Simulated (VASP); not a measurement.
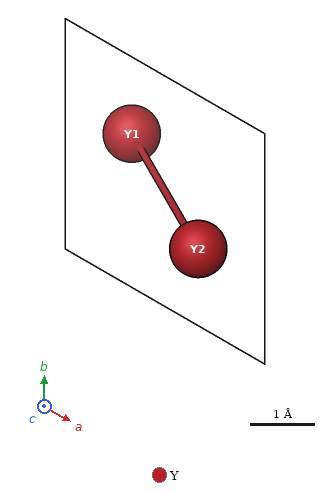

Fig. 1: The input geometry (ball-and-stick view of the cell of the calculation, along the c axis; atoms are numbered from 1 in the order of the input).

# Y: geometry relaxation (part 1 of 3)

System: Y (P6₃/mmc, 2 atoms in the cell).
Method: Kohn-Sham DFT of a periodic cell, r2SCAN, VASP PAW PBE potentials, recommended, no spin polarisation (VASP 6.6.1).

The structure derives from a Materials Project entry.

**OSZICAR**
```
N       E                     dE             d eps       ncg     rms          rms(c)
DAV:   1     0.652869427819E+02    0.65287E+02   -0.12831E+04  4050   0.158E+03
DAV:   2    -0.383481266561E+02   -0.10364E+03   -0.10269E+03  5037   0.317E+02
DAV:   3    -0.476723725051E+02   -0.93242E+01   -0.92303E+01  7885   0.529E+01
DAV:   4    -0.479229651856E+02   -0.25059E+00   -0.25051E+00  4491   0.101E+01
DAV:   5    -0.479326885841E+02   -0.97234E-02   -0.97232E-02  6014   0.138E+00    0.308E+01
DAV:   6    -0.424099848855E+02    0.55227E+01   -0.95016E+00  5011   0.153E+01    0.217E+01
DAV:   7    -0.401996502981E+02    0.22103E+01   -0.49628E+00  7008   0.126E+01    0.349E+00
DAV:   8    -0.394105342842E+02    0.78912E+00   -0.24475E+00  6909   0.114E+01    0.523E+00
DAV:   9    -0.400242150356E+02   -0.61368E+00   -0.15541E+00  4050   0.106E+01    0.586E+00
DAV:  10    -0.404831427868E+02   -0.45893E+00   -0.24404E-01  5332   0.546E+00    0.622E-01
DAV:  11    -0.405241485197E+02   -0.41006E-01   -0.12996E-01  4697   0.311E+00    0.875E-01
DAV:  12    -0.405234774022E+02    0.67112E-03   -0.34624E-02  4050   0.245E+00    0.433E-01
DAV:  13    -0.405371198741E+02   -0.13642E-01   -0.13695E-02  4295   0.121E+00    0.339E-01
DAV:  14    -0.405303548124E+02    0.67651E-02   -0.55312E-03  4078   0.736E-01    0.282E-01
DAV:  15    -0.405362004143E+02   -0.58456E-02   -0.29013E-03  4316   0.515E-01    0.231E-01
DAV:  16    -0.405372997704E+02   -0.10994E-02   -0.62416E-04  4673   0.324E-01    0.163E-01
DAV:  17    -0.405372857526E+02    0.14018E-04   -0.86367E-05  4526   0.925E-02    0.639E-02
DAV:  18    -0.405373220480E+02   -0.36295E-04   -0.14717E-04  5662   0.107E-01    0.520E-02
DAV:  19    -0.405372592699E+02    0.62778E-04   -0.28117E-05  5604   0.546E-02    0.134E-02
DAV:  20    -0.405372673124E+02   -0.80425E-05   -0.68641E-06  5694   0.234E-02    0.181E-02
DAV:  21    -0.405372507675E+02    0.16545E-04   -0.17994E-06  5985   0.131E-02    0.145E-02
DAV:  22    -0.405372676544E+02   -0.16887E-04   -0.18088E-06  7004   0.133E-02    0.918E-03
DAV:  23    -0.405372592211E+02    0.84332E-05   -0.36945E-07  3305   0.646E-03    0.296E-03
DAV:  24    -0.405372589706E+02    0.25053E-06   -0.49500E-08  2235   0.264E-03    0.131E-03
DAV:  25    -0.405372586472E+02    0.32344E-06   -0.19028E-08  2228   0.136E-03    0.601E-04
DAV:  26    -0.405372581845E+02    0.46263E-06   -0.61930E-09  2151   0.829E-04    0.152E-04
DAV:  27    -0.405372583459E+02   -0.16142E-06   -0.21270E-09  2130   0.369E-04    0.165E-04
DAV:  28    -0.405372583049E+02    0.41092E-07   -0.99904E-10  2130   0.241E-04
   1 F= -.40537258E+02 E0= -.40526868E+02  d E =-.405373E+02
       N       E                     dE             d eps       ncg     rms          rms(c)
DAV:   1    -0.405875556455E+02   -0.50297E-01   -0.26859E+00  4050   0.134E+01    0.122E+00
DAV:   2    -0.405543848147E+02    0.33171E-01   -0.11711E-01  4736   0.235E+00    0.795E-01
DAV:   3    -0.405508338018E+02    0.35510E-02   -0.25054E-02  4330   0.149E+00    0.430E-01
DAV:   4    -0.405494057753E+02    0.14280E-02   -0.10079E-02  5658   0.915E-01    0.244E-01
DAV:   5    -0.405499905268E+02   -0.58475E-03   -0.14527E-02  4050   0.134E+00    0.188E-01
DAV:   6    -0.405498710025E+02    0.11952E-03   -0.46275E-03  4050   0.789E-01    0.659E-02
DAV:   7    -0.405502182818E+02   -0.34728E-03   -0.59023E-04  4624   0.283E-01    0.404E-02
DAV:   8    -0.405498716083E+02    0.34667E-03   -0.33652E-04  4190   0.233E-01    0.803E-03
DAV:   9    -0.405498789198E+02   -0.73114E-05   -0.23737E-05  4785   0.487E-02    0.781E-03
DAV:  10    -0.405498714688E+02    0.74510E-05   -0.60658E-06  4316   0.285E-02    0.279E-03
DAV:  11    -0.405498727727E+02   -0.13039E-05   -0.14515E-06  4288   0.136E-02    0.260E-03
DAV:  12    -0.405498738958E+02   -0.11231E-05   -0.23703E-07  3852   0.529E-03    0.108E-03
DAV:  13    -0.405498737465E+02    0.14926E-06   -0.14291E-08  2158   0.131E-03    0.888E-04
DAV:  14    -0.405498737399E+02    0.66875E-08   -0.42777E-09  2130   0.617E-04
   2 F= -.40549874E+02 E0= -.40540429E+02  d E =-.126154E-01
       N       E                     dE             d eps       ncg     rms          rms(c)
DAV:   1    -0.405661320536E+02   -0.16258E-01   -0.98922E-01  4050   0.818E+00    0.751E-01
DAV:   2    -0.405540578612E+02    0.12074E-01   -0.44596E-02  4781   0.146E+00    0.470E-01
DAV:   3    -0.405526577101E+02    0.14002E-02   -0.10306E-02  4421   0.950E-01    0.233E-01
DAV:   4    -0.405521030819E+02    0.55463E-03   -0.36059E-03  5442   0.550E-01    0.148E-01
DAV:   5    -0.405524765818E+02   -0.37350E-03   -0.54109E-03  4064   0.819E-01    0.118E-01
DAV:   6    -0.405523456100E+02    0.13097E-03   -0.15006E-03  4071   0.450E-01    0.500E-02
DAV:   7    -0.405525354239E+02   -0.18981E-03   -0.21870E-04  4694   0.168E-01    0.244E-02
DAV:   8    -0.405523555064E+02    0.17992E-03   -0.15665E-04  4113   0.160E-01    0.404E-03
DAV:   9    -0.405523603202E+02   -0.48137E-05   -0.76450E-06  4995   0.267E-02    0.520E-03
DAV:  10    -0.405523575909E+02    0.27292E-05   -0.52869E-07  3960   0.788E-03    0.380E-03
DAV:  11    -0.405523598379E+02   -0.22470E-05   -0.40836E-07  3145   0.675E-03    0.214E-03
DAV:  12    -0.405523595747E+02    0.26322E-06   -0.22493E-07  3061   0.520E-03    0.147E-03
DAV:  13    -0.405523596385E+02   -0.63752E-07   -0.11291E-08  2109   0.129E-03
   3 F= -.40552360E+02 E0= -.40543329E+02  d E =-.151013E-01
       N       E                     dE             d eps       ncg     rms          rms(c)
DAV:   1    -0.405525454277E+02   -0.18585E-03   -0.11682E-02  4050   0.888E-01    0.813E-02
DAV:   2    -0.405524028734E+02    0.14255E-03   -0.54282E-04  4849   0.161E-01    0.517E-02
DAV:   3    -0.405523854311E+02    0.17442E-04   -0.12669E-04  4495   0.105E-01    0.255E-02
DAV:   4    -0.405523759314E+02    0.94997E-05   -0.42623E-05  5350   0.598E-02    0.163E-02
DAV:   5    -0.405523916310E+02   -0.15700E-04   -0.71514E-05  4078   0.939E-02    0.134E-02
DAV:   6    -0.405523829687E+02    0.86623E-05   -0.19666E-05  4057   0.512E-02    0.622E-03
DAV:   7    -0.405523905081E+02   -0.75394E-05   -0.35918E-06  4666   0.212E-02    0.258E-03
DAV:   8    -0.405523819006E+02    0.86075E-05   -0.25391E-06  4113   0.202E-02    0.599E-04
DAV:   9    -0.405523828464E+02   -0.94580E-06   -0.78973E-08  2704   0.271E-03    0.691E-04
DAV:  10    -0.405523826810E+02    0.16533E-06   -0.70004E-09  2130   0.810E-04    0.699E-04
DAV:  11    -0.405523826829E+02   -0.18767E-08   -0.26853E-09  2046   0.465E-04
   4 F= -.40552383E+02 E0= -.40543389E+02  d E =-.151244E-01
       N       E                     dE             d eps       ncg     rms          rms(c)
DAV:   1    -0.405550535733E+02   -0.26709E-02   -0.64943E-02  5030   0.198E+00    0.331E-01
DAV:   2    -0.405530898705E+02    0.19637E-02   -0.84676E-03  4696   0.695E-01    0.204E-01
DAV:   3    -0.405525247344E+02    0.56514E-03   -0.81566E-03  6398   0.528E-01    0.151E-01
DAV:   4    -0.405523335032E+02    0.19123E-03   -0.10873E-03  6494   0.277E-01    0.874E-02
DAV:   5    -0.405525584700E+02   -0.22497E-03   -0.71842E-04  4142   0.290E-01    0.243E-02
DAV:   6    -0.405524489473E+02    0.10952E-03   -0.29184E-04  4057   0.182E-01    0.162E-02
DAV:   7    -0.405524593509E+02   -0.10404E-04   -0.32905E-05  5478   0.483E-02    0.117E-02
DAV:   8    -0.405524637721E+02   -0.44213E-05   -0.14199E-05  4094   0.466E-02    0.639E-03
DAV:   9    -0.405524530601E+02    0.10712E-04   -0.49648E-06  5088   0.240E-02    0.274E-03
DAV:  10    -0.405524599429E+02   -0.68828E-05   -0.69129E-07  4477   0.779E-03    0.182E-03
DAV:  11    -0.405524537141E+02    0.62288E-05   -0.13157E-07  2697   0.454E-03    0.980E-04
DAV:  12    -0.405524580755E+02   -0.43614E-05   -0.14104E-07  2907   0.410E-03    0.513E-04
DAV:  13    -0.405524569931E+02    0.10824E-05   -0.16153E-08  2046   0.153E-03    0.312E-04
DAV:  14    -0.405524575638E+02   -0.57062E-06   -0.66583E-09  2046   0.817E-04    0.105E-04
DAV:  15    -0.405524571324E+02    0.43136E-06   -0.28291E-09  2046   0.428E-04    0.498E-05
DAV:  16    -0.405524572020E+02   -0.69630E-07   -0.11548E-09  2046   0.264E-04
   5 F= -.40552457E+02 E0= -.40543392E+02  d E =-.745191E-04
       N       E                     dE             d eps       ncg     rms          rms(c)
DAV:   1    -0.405527125081E+02   -0.25538E-03   -0.60109E-03  5052   0.604E-01    0.101E-01
DAV:   2    -0.405525285321E+02    0.18398E-03   -0.77246E-04  4655   0.211E-01    0.617E-02
DAV:   3    -0.405524608744E+02    0.67658E-04   -0.74500E-04  6383   0.160E-01    0.455E-02
DAV:   4    -0.405524582678E+02    0.26066E-05   -0.99594E-05  6486   0.833E-02    0.266E-02
DAV:   5    -0.405524704990E+02   -0.12231E-04   -0.68743E-05  4172   0.886E-02    0.838E-03
DAV:   6    -0.405524712351E+02   -0.73613E-06   -0.28059E-05  4064   0.559E-02    0.504E-03
DAV:   7    -0.405524734504E+02   -0.22153E-05   -0.30288E-06  5576   0.140E-02    0.363E-03
DAV:   8    -0.405524718475E+02    0.16029E-05   -0.12775E-06  4064   0.138E-02    0.139E-03
DAV:   9    -0.405524747204E+02   -0.28729E-05   -0.36489E-07  3082   0.690E-03    0.103E-03
DAV:  10    -0.405524729079E+02    0.18126E-05   -0.60543E-08  2102   0.230E-03    0.783E-04
DAV:  11    -0.405524742497E+02   -0.13418E-05   -0.25130E-08  2025   0.136E-03    0.404E-04
DAV:  12    -0.405524728188E+02    0.14309E-05   -0.22276E-08  2025   0.140E-03    0.213E-04
DAV:  13    -0.405524732783E+02   -0.45948E-06   -0.68914E-09  2025   0.649E-04    0.574E-05
DAV:  14    -0.405524733075E+02   -0.29172E-07   -0.28449E-09  2025   0.322E-04
   6 F= -.40552473E+02 E0= -.40543430E+02  d E =-.906246E-04
```

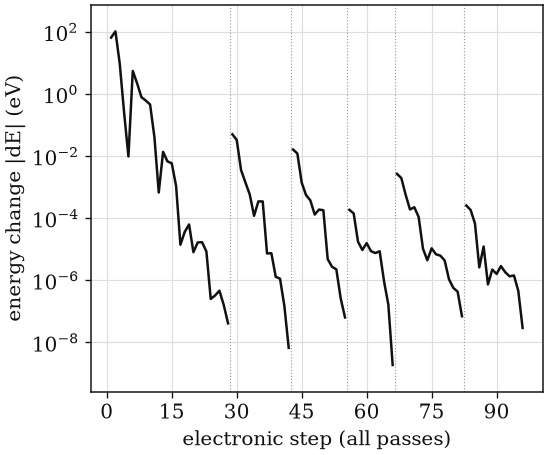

Fig. 2: Convergence of the self-consistent field: energy change |dE| against the electronic step. Each stretch between dotted lines is the SCF of one geometry step of a relaxation. The 6 ionic steps take 11 to 28 electronic steps each. The density is held fixed in the first few steps, and dE rises again when its update begins.

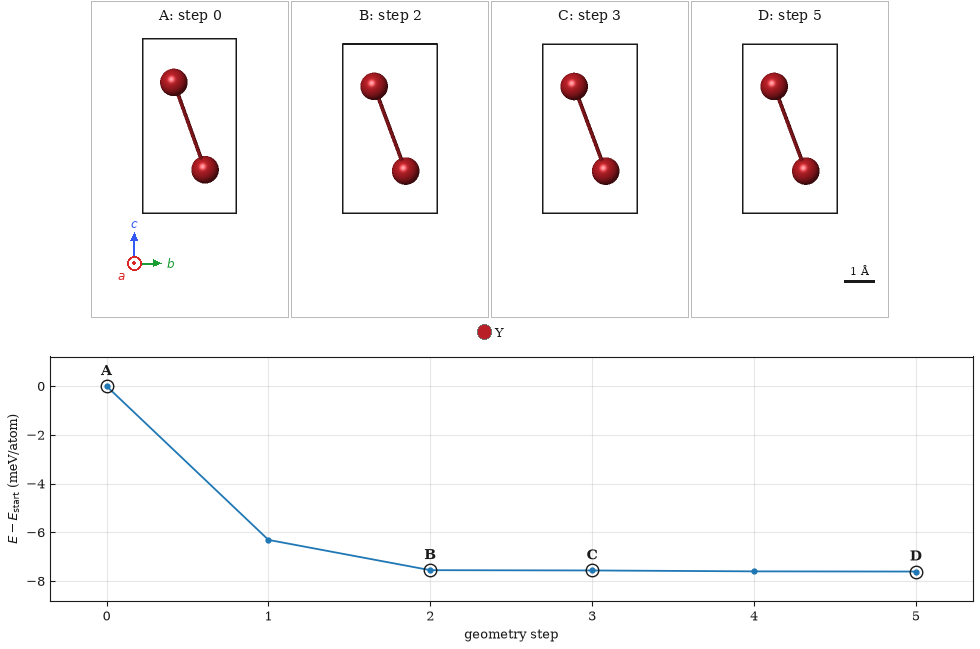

Fig. 3: Frames of the relaxation (ball-and-stick view of the cell of the calculation, along the a axis) above the curves, on which the letters mark them (steps are counted from 0).

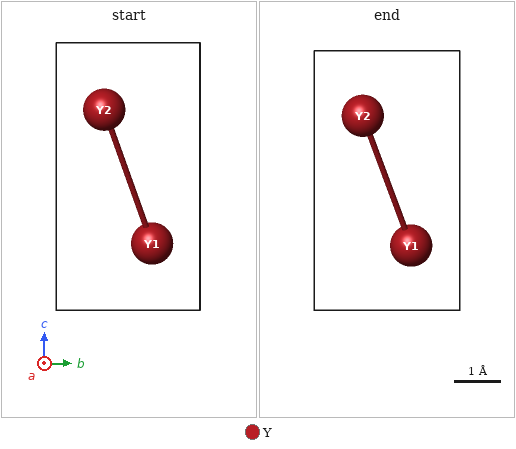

Fig. 4: Before (left) and after (right) the relaxation, at one scale (ball-and-stick view of the cell of the calculation, along the a axis). Over 5 geometry steps the energy falls by 7.6 meV per atom. All forces vanish by symmetry, so only the cell relaxes. The atoms keep their places relative to the cell (all moves are under 0.005 Å). The drawn cell changes as follows: a = b 3.643 → 3.684 Å (+1.1 %), c 5.879 → 5.700 Å (−3.1 %); the volume changes by −0.9 %. Among the contacts that change: Y1–Y2 3.614 → 3.556 Å, Y1–Y1 3.643 → 3.684 Å. The space group stays P6_3/mmc (No. 194). (Atoms are counted from 1 in the order of the input.)

**Parts of OUTCAR**
```
SYSTEM = Y
   PREC = Accurate
   ENCUT = 600
   EDIFF = 1E-7
   ISMEAR = 0
   LREAL = .FALSE.
   LASPH = .TRUE.
   NELM = 80
   ISIF = 3
   METAGGA = R2SCAN
   IBRION = 2
   NSW = 90
   EDIFFG = -0.005

 ion  position               nearest neighbor table
   1  0.333  0.667  0.250-   2 3.61   2 3.61   2 3.61   2 3.61   2 3.61   2 3.61
   2  0.667  0.333  0.750-   1 3.61   1 3.61   1 3.61   1 3.61   1 3.61   1 3.61

  LATTYP: Found a hexagonal cell.
 ALAT       =     3.6425693900
 C/A-ratio  =     1.6140140984

  Lattice vectors:

 A1 = (   3.6425693900,   0.0000000000,   0.0000000000)
 A2 = (  -1.8212847000,   3.1545576300,   0.0000000000)
 A3 = (   0.0000000000,   0.0000000000,   5.8791583500)

Analysis of symmetry for initial positions (statically):
=====================================================================
 Subroutine PRICEL returns:
 Original cell was already a primitive cell.

 Routine SETGRP: Setting up the symmetry group for a
 hexagonal supercell.

 Subroutine GETGRP returns: Found 24 space group operations
 (whereof 12 operations were pure point group operations)
 out of a pool of 24 trial point group operations.

The static configuration has the point symmetry D_3d.
 The point group associated with its full space group is D_6h.

Analysis of symmetry for dynamics (positions and initial velocities):
=====================================================================
 Subroutine PRICEL returns:
 Original cell was already a primitive cell.

 Routine SETGRP: Setting up the symmetry group for a
 hexagonal supercell.

 Subroutine GETGRP returns: Found 24 space group operations
 (whereof 12 operations were pure point group operations)
 out of a pool of 24 trial point group operations.

The dynamic configuration has the point symmetry D_3d.
 The point group associated with its full space group is D_6h.

 Subroutine INISYM returns: Found 24 space group operations
 (whereof 12 operations are pure point group operations),
 and found     1 'primitive' translations

----------------------------------------------------------------------------------------

                                     Primitive cell

  volume of cell :      67.5556

  direct lattice vectors                    reciprocal lattice vectors
     3.642569390  0.000000000  0.000000000     0.274531489  0.158500830  0.000000000
    -1.821284700  3.154557630  0.000000000     0.000000000  0.317001658  0.000000000
     0.000000000  0.000000000  5.879158350     0.000000000  0.000000000  0.170092374

  length of vectors
     3.642569390  3.642569395  5.879158350     0.317001659  0.317001658  0.170092374

  position of ions in fractional coordinates (direct lattice)
     0.333333330  0.666666670  0.250000000
     0.666666670  0.333333330  0.750000000

  ion indices of the primitive-cell ions
   primitive index   ion index
                 1           1
                 2           2
```
